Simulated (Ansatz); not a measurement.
# Geometry relaxation of Ta$_{2}$N (part 2 of 2)

The same run, continued: Ta$_{2}$N (P-31m, 9 atoms in the cell); DFT PBE, scalar-relativistic, plane waves, PAW, no spin polarisation (Ansatz 0.2.0); cutoff 420 eV, 12×12×8 k-mesh, Gaussian smearing of 0.1 eV. The structure derives from a Materials Project entry. It belongs to a series of runs on one base structure; here: structure listed in a database for this formula (P-31m, No. 162).

Geometry of the input (Å; fractional positions):
```
5.2966  0.0000  0.0000
-2.6483  4.5870  0.0000
0.0000  0.0000  4.9392
Ta 0.6664  0.6664  0.7536
Ta -0.0000  0.3336  0.7536
Ta 0.3336  0.0000  0.7536
Ta 0.3336  0.3336  0.2464
Ta -0.0000  0.6664  0.2464
Ta 0.6664  0.0000  0.2464
N  0.6667  0.3333  0.5000
N  0.3333  0.6667  0.5000
N  0.0000  0.0000  0.0000
```

```
basis re-selected at this cell: Δ(F+E_penalty+E_count) = -2.289e-3 eV, ΔP = +0.029 GPa vs the last step (what re-selecting the basis moved, of the pressure what is left beyond the Pulay correction that the steps carried, after the strain that the cell walked since its last selection, with what the two solves' SCF thresholds leave and, on support functions, any second-order correction that the steps lacked; it is no measure of the basis error at this ecutwfc). This SCF's stress stands 3.82e-2 GPa from its target on what of the cell is left free (relax.cell.stress_tol is 5.00e-2 GPa) and its largest allowed force component is 5.06e-4 eV/Å (relax.f_tol is 1.00e-2 eV/Å): within both
SCF converged after 5 iterations
Free energy (F): -60753.761490 eV
Harris-Foulkes:  -60753.761490 eV  (|F-HF|=7.28e-12)
Internal energy: -60753.747307 eV  (E = F + TS)
E sigma→0 (E₀):  -60753.754399 eV
Entropy (-TS):   -0.014183 eV (-1.576 meV/atom)
Fermi energy:    19.669385 eV
--- Per-component energies (eV) ---
  E_band       = -521.463050
  E_kinetic    = 2595.987967
  E_local      = -3680.496300  (includes V_loc(G=0)·N_el)
  E_nonlocal   = 221.620126
  E_hartree    = 1268.939987
  E_xc         = -1495.156197
  E_vxc        = -1459.181373  (∫ρ·V_xc dr)
  E_paw        = -50762.615216  (= ΣΔE_a)
  E_vpaw       = -737.274868  (= ΣTr[D̂ρ^β])
  E_aug_tail   = 0.001299  (compensation charges beyond the density's cutoff)
  E_ewald      = -8902.028974
  E_smearing   = -0.014183  (= −TS)
  E_closure    = 0.000000  (closes the sum)
  Σ components = -60753.761490   (vs F -60753.761490, Δ=0.00e0)
--- Forces (eV/Å), atoms counted from 1 ---
  atom   1  Ta    -0.00025277    -0.00043780    -0.00024836
  atom   2  Ta    -0.00025277     0.00043780    -0.00024836
  atom   3  Ta     0.00050553     0.00000000    -0.00024836
  atom   4  Ta     0.00025277     0.00043780     0.00024836
  atom   5  Ta     0.00025277    -0.00043780     0.00024836
  atom   6  Ta    -0.00050553     0.00000000     0.00024836
  atom   7  N      0.00000000    -0.00000000     0.00000000
  atom   8  N      0.00000000     0.00000000    -0.00000000
  atom   9  N      0.00000000    -0.00000000    -0.00000000
  max |Σ_I F_I| component: 1.16e-17 eV/Å
--- Stress (GPa, compression-positive) ---
        0.024705       0.000000      -0.000000
        0.000000       0.024705      -0.000000
       -0.000000       0.000000       0.038190
  P = ⅓ Tr σ = 0.0292 GPa (0.292 kbar)
--- Band table (eV; the first three rows and the last of 131) ---
  k-point 0: bands = ["-48.7706", "-48.6994", "-48.6868", "-48.6868", "-48.6864", "-48.6864", "-16.0242", "-15.6565", "-15.5044", "-15.5044", "-15.4849", "-15.4849", "-15.4369", "-15.3645", "-15.3315", "-15.2427", "-15.2427", "-15.2196", "-15.2196", "-14.9726", "-14.9726", "-14.8754", "-14.8754", "-14.8283", "1.9427", "3.3215", "3.8802", "11.1809", "12.5006", "12.5006", "12.7667", "12.7667", "13.4114", "13.4114", "13.5262", "13.6988", "13.8190", "16.5462", "17.0199", "17.0199", "17.7056", "17.7056", "18.0057", "18.8849", "19.1909", "19.1909", "19.2924", "19.5721", "19.5721", "20.3722", "20.3722", "21.3568", "21.3568", "22.5267", "22.5583", "23.1543"]
  k-point 1: bands = ["-48.7680", "-48.7021", "-48.6870", "-48.6870", "-48.6862", "-48.6862", "-15.9950", "-15.6449", "-15.5910", "-15.5910", "-15.4231", "-15.4231", "-15.4221", "-15.3824", "-15.3438", "-15.2830", "-15.2830", "-15.1596", "-15.1596", "-14.9650", "-14.9650", "-14.8749", "-14.8749", "-14.8605", "2.0171", "3.3271", "3.8086", "11.2273", "12.0852", "12.0852", "13.1279", "13.1279", "13.3023", "13.4484", "13.4484", "13.5059", "14.3162", "16.6322", "17.0973", "17.0973", "17.6972", "17.6972", "17.9530", "18.7583", "18.9578", "18.9578", "19.2721", "19.7731", "19.7731", "20.5919", "20.5919", "21.2879", "21.2879", "22.1512", "22.5760", "23.0597"]
  k-point 2: bands = ["-48.7603", "-48.7098", "-48.6873", "-48.6873", "-48.6859", "-48.6859", "-15.9128", "-15.6750", "-15.6750", "-15.6121", "-15.4431", "-15.4380", "-15.4380", "-15.3787", "-15.3710", "-15.2530", "-15.2530", "-15.1047", "-15.1047", "-14.9485", "-14.9485", "-14.9481", "-14.8703", "-14.8703", "2.2276", "3.3406", "3.6045", "11.3552", "11.6540", "11.6540", "12.9234", "13.1655", "13.1655", "13.4578", "13.8038", "13.8038", "14.9985", "16.8625", "17.2632", "17.2632", "17.7186", "17.7186", "17.8316", "18.4258", "18.6336", "18.6336", "19.0752", "20.0729", "20.0729", "21.0509", "21.0509", "21.2701", "21.2701", "21.4216", "22.6427", "22.6427"]
  k-point 130: bands = ["-48.7218", "-48.7218", "-48.7218", "-48.6843", "-48.6836", "-48.6836", "-15.7805", "-15.7805", "-15.7191", "-15.5191", "-15.4333", "-15.4333", "-15.4129", "-15.4129", "-15.3744", "-15.2107", "-15.1544", "-15.1544", "-15.0959", "-15.0959", "-15.0295", "-14.9105", "-14.8677", "-14.8677", "3.0589", "3.0589", "3.0825", "11.3214", "11.5766", "11.5766", "13.0225", "13.0225", "13.5329", "13.7784", "13.9310", "13.9310", "15.5628", "15.9126", "15.9126", "16.2977", "16.7841", "16.7841", "17.8670", "17.8670", "18.1589", "19.7368", "19.7368", "20.3773", "21.3425", "21.7443", "21.7443", "22.1707", "22.1707", "22.2522", "23.0126", "23.0126"]
--- Relaxed structure (5 steps of the walk, 4 accepted, 1 SCFs on fresh bases) ---
  F+E_penalty+E_count = -60753.76148999 eV   max|allowed force component| = 5.055e-4 eV/Å   (the final SCF, on the basis selected at the relaxed cell)
  cell:  # Å, volume = 121.1948 Å³
    - [5.314115462153399, -2.0681254391857384e-34, 1.3959846714503734e-33]
    - [-2.6570577310766996, 4.602158988868526, -8.173956136283667e-34]
    - [1.285718262411149e-33, -4.821443484041809e-34, 4.955544846136886]
  atoms:
    - { symbol: Ta, position: [0.6668910024477805, 0.6668910024477805, 0.7530151088157162] }
    - { symbol: Ta, position: [2.7755575615628914e-17, 0.3331089975522195, 0.7530151088157162] }
    - { symbol: Ta, position: [0.33310899755221945, 4.202059814889059e-20, 0.7530151088157162] }
    - { symbol: Ta, position: [0.33310899755221945, 0.3331089975522195, 0.24698489118428368] }
    - { symbol: Ta, position: [-5.551115123125783e-17, 0.6668910024477805, 0.24698489118428368] }
    - { symbol: Ta, position: [0.6668910024477807, 4.202059814889054e-20, 0.24698489118428368] }
    - { symbol: N, position: [0.6666666666666666, 0.3333333333333333, 0.5] }
    - { symbol: N, position: [0.3333333333333333, 0.6666666666666666, 0.5] }
    - { symbol: N, position: [3.9490055763079504e-20, 4.202059814889058e-20, -9.756019855043013e-21] }
```

## Trajectory as extended XYZ (Å, eV, eV/Å), 6 frames, from step=1 to step=6
```
9
Lattice="5.2966 0.0000 0.0000 -2.6483 4.5870 0.0000 0.0000 0.0000 4.9392" Properties=species:S:1:pos:R:3:forces:R:3 step=1 energy=-60753.75000 pressure_GPa=2.86
Ta    1.7647    3.0566    3.7223    0.0173   0.0300  -0.0537
Ta   -0.8836    1.5304    3.7223    0.0173  -0.0300  -0.0537
Ta    1.7671    0.0000    3.7223   -0.0347   0.0000  -0.0537
Ta    0.8836    1.5304    1.2169   -0.0173  -0.0300   0.0537
Ta   -1.7647    3.0566    1.2169   -0.0173   0.0300   0.0537
Ta    3.5294    0.0000    1.2169    0.0347   0.0000   0.0537
N     2.6483    1.5290    2.4696    0.0000   0.0000   0.0000
N     0.0000    3.0580    2.4696    0.0000   0.0000   0.0000
N     0.0000    0.0000    0.0000    0.0000   0.0000   0.0000
9
Lattice="5.3299 0.0000 0.0000 -2.6650 4.6158 0.0000 0.0000 0.0000 4.9854" Properties=species:S:1:pos:R:3:forces:R:3 step=2 energy=-60753.72500 pressure_GPa=-3.07 accepted=F
Ta    1.7824    3.0872    3.7399   -0.0548  -0.0949   0.3021
Ta   -0.8825    1.5286    3.7399   -0.0548   0.0949   0.3021
Ta    1.7651    0.0000    3.7399    0.1096   0.0000   0.3021
Ta    0.8825    1.5286    1.2454    0.0548   0.0949  -0.3021
Ta   -1.7824    3.0872    1.2454    0.0548  -0.0949  -0.3021
Ta    3.5648    0.0000    1.2454   -0.1096   0.0000  -0.3021
N     2.6650    1.5386    2.4927    0.0000   0.0000   0.0000
N     0.0000    3.0772    2.4927    0.0000   0.0000   0.0000
N     0.0000    0.0000    0.0000    0.0000   0.0000   0.0000
9
Lattice="5.3145 0.0000 0.0000 -2.6572 4.6025 0.0000 0.0000 0.0000 4.9545" Properties=species:S:1:pos:R:3:forces:R:3 step=3 energy=-60753.75913 pressure_GPa=0.04
Ta    1.7724    3.0698    3.7298   -0.0023  -0.0039   0.0254
Ta   -0.8849    1.5326    3.7298   -0.0023   0.0039   0.0254
Ta    1.7697    0.0000    3.7298    0.0046   0.0000   0.0254
Ta    0.8849    1.5326    1.2247    0.0023   0.0039  -0.0254
Ta   -1.7724    3.0698    1.2247    0.0023  -0.0039  -0.0254
Ta    3.5447    0.0000    1.2247   -0.0046   0.0000  -0.0254
N     2.6572    1.5342    2.4773    0.0000   0.0000   0.0000
N     0.0000    3.0683    2.4773    0.0000   0.0000   0.0000
N     0.0000    0.0000    0.0000    0.0000   0.0000   0.0000
9
Lattice="5.3144 0.0000 0.0000 -2.6572 4.6024 0.0000 0.0000 0.0000 4.9556" Properties=species:S:1:pos:R:3:forces:R:3 step=4 energy=-60753.75912 pressure_GPa=-0.03
Ta    1.7723    3.0697    3.7321   -0.0085  -0.0146  -0.0204
Ta   -0.8849    1.5327    3.7321   -0.0085   0.0146  -0.0204
Ta    1.7698    0.0000    3.7321    0.0169   0.0000  -0.0204
Ta    0.8849    1.5327    1.2235    0.0085   0.0146   0.0204
Ta   -1.7723    3.0697    1.2235    0.0085  -0.0146   0.0204
Ta    3.5446    0.0000    1.2235   -0.0169   0.0000   0.0204
N     2.6572    1.5341    2.4778    0.0000   0.0000   0.0000
N     0.0000    3.0682    2.4778    0.0000   0.0000   0.0000
N     0.0000    0.0000    0.0000    0.0000   0.0000   0.0000
9
Lattice="5.3141 0.0000 0.0000 -2.6571 4.6022 0.0000 0.0000 0.0000 4.9555" Properties=species:S:1:pos:R:3:forces:R:3 step=5 energy=-60753.75920 pressure_GPa=0.00
Ta    1.7720    3.0691    3.7316   -0.0002  -0.0004  -0.0002
Ta   -0.8851    1.5330    3.7316   -0.0002   0.0004  -0.0002
Ta    1.7702    0.0000    3.7316    0.0005   0.0000  -0.0002
Ta    0.8851    1.5330    1.2239    0.0002   0.0004   0.0002
Ta   -1.7720    3.0691    1.2239    0.0002  -0.0004   0.0002
Ta    3.5439    0.0000    1.2239   -0.0005   0.0000   0.0002
N     2.6571    1.5341    2.4778    0.0000   0.0000   0.0000
N     0.0000    3.0681    2.4778    0.0000   0.0000   0.0000
N     0.0000    0.0000    0.0000    0.0000   0.0000   0.0000
9
Lattice="5.3141 0.0000 0.0000 -2.6571 4.6022 0.0000 0.0000 0.0000 4.9555" Properties=species:S:1:pos:R:3:forces:R:3 step=6 energy=-60753.76149 pressure_GPa=0.03
Ta    1.7720    3.0691    3.7316   -0.0003  -0.0004  -0.0002
Ta   -0.8851    1.5330    3.7316   -0.0003   0.0004  -0.0002
Ta    1.7702    0.0000    3.7316    0.0005   0.0000  -0.0002
Ta    0.8851    1.5330    1.2239    0.0003   0.0004   0.0002
Ta   -1.7720    3.0691    1.2239    0.0003  -0.0004   0.0002
Ta    3.5439    0.0000    1.2239   -0.0005   0.0000   0.0002
N     2.6571    1.5341    2.4778    0.0000   0.0000   0.0000
N     0.0000    3.0681    2.4778    0.0000   0.0000   0.0000
N     0.0000    0.0000    0.0000    0.0000   0.0000   0.0000
```

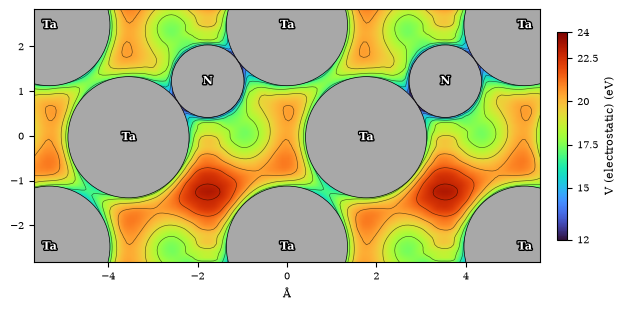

**Figure 1.** Electrostatic potential (local pseudopotential plus Hartree) felt by an electron on the (010) plane of the conventional cell. Grey discs, where drawn, cover atomic cores. Atoms in the plane: Ta and N. Outside the cores the potential energy rises away from the atoms and is highest about 2.1 Å from the nearest atoms; outside the discs it spans about 11 eV, and its zero is arbitrary. In a PAW calculation such maps are meaningful between the atoms, not at the nuclei.

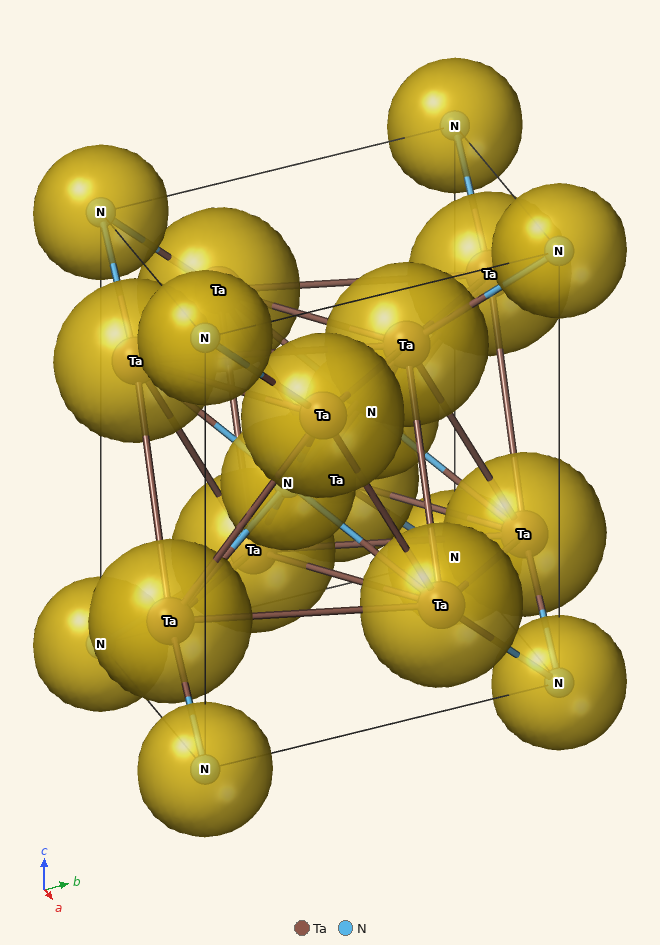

**Figure 2.** Isosurface of the valence charge density (pseudo) at 1 e/Å³ (yellow), seen slightly off an axis. Sticks mark near contacts. The outline is the cell set on symmetry axes. At this value the density breaks into separate islands; it holds about 60 % of the electrons treated as valence (semicore included). It is pinched off along the Ta–N (2.15 Å), Ta–Ta (3.02 Å) and Ta–Ta (3.07 Å) contacts. On the grid the lowest density along these lines, outside the cores, is 0.61 e/Å³ (Ta–N, 2.15 Å), 0.25 e/Å³ (Ta–Ta, 3.02 Å) and 0.24 e/Å³ (Ta–Ta, 3.07 Å).

## Results in brief

- outcome: converged
- space group (tolerance 0.01 Å): P-31m (162)
- electrons treated: 93
- free energy: −60753.7615 eV
- Fermi energy: 19.669 eV
- gap on the k-point mesh: none (metallic)
- pressure: 0.03 GPa
- final volume: 121.19 Å³
- largest force (length of the vector) at the end: 0.001 eV/Å
- final cell: a = 5.314 Å, b = 5.314 Å, c = 4.956 Å, α = 90.00°, β = 90.00°, γ = 120.00°
- hardware: 1 thread of Intel Xeon (Granite Rapids), 32 GiB of memory available, shared host
- wall time: 3.2 min
- peak memory: 0.9 GiB

## Remarks

Spin–orbit coupling is left out, which matters for Ta. The cell holds an odd number of electrons but the run has no spin polarisation, so it comes out as a metal.
